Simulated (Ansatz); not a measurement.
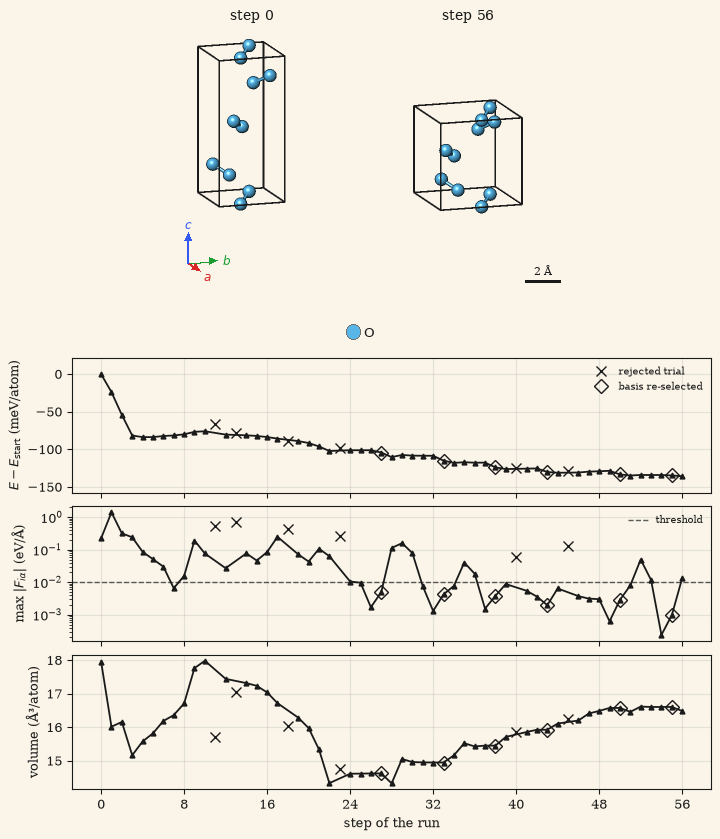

First and last geometry of a relaxation of crystalline O (built on the database_92 type), with the history of the run. Style: ball-and-stick. Shown: the cell of the calculation, slightly off an axis.

Case: structure listed in a database for this formula (P4_12_12, No. 92).

These are results of DFT PBE, scalar-relativistic, plane waves, PAW (Ansatz 0.2.0), not measurements. Set-up: plane-wave cutoff 420 eV; k-point mesh 10 × 10 × 4; occupations gaussian; smearing width 0.1 eV; no spin polarisation; cell and atoms relaxed; force threshold 0.01 eV/Å; at most 80 steps.

What do the curves and the structures tell?

The run was cut off at its time limit before the relaxation converged, so the last structure is only a point on the way. The largest moves relative to the cell, 0.91 Å, are those of O atoms. The volume changes by −8.2 %, with a = b 4.044 → 5.029 Å (+24.4 %), c 8.783 → 5.214 Å (−40.6 %). The space group stays P4_12_12 (No. 92). Over 44 accepted moves (56 points after the start) the energy falls by 136 meV per atom. Largest force component: 0.22 eV/Å at the start, 0.013 eV/Å at the end. Pressure: −2.23 GPa at the start and 0.04 GPa at the end. The line search rejected the trial steps at points 11, 13, 18, 23, 40, 45 of the run. At 6 points the geometry stayed and the basis and grid were re-selected for the new cell (energy shift of 6.5 meV per atom at most each time).
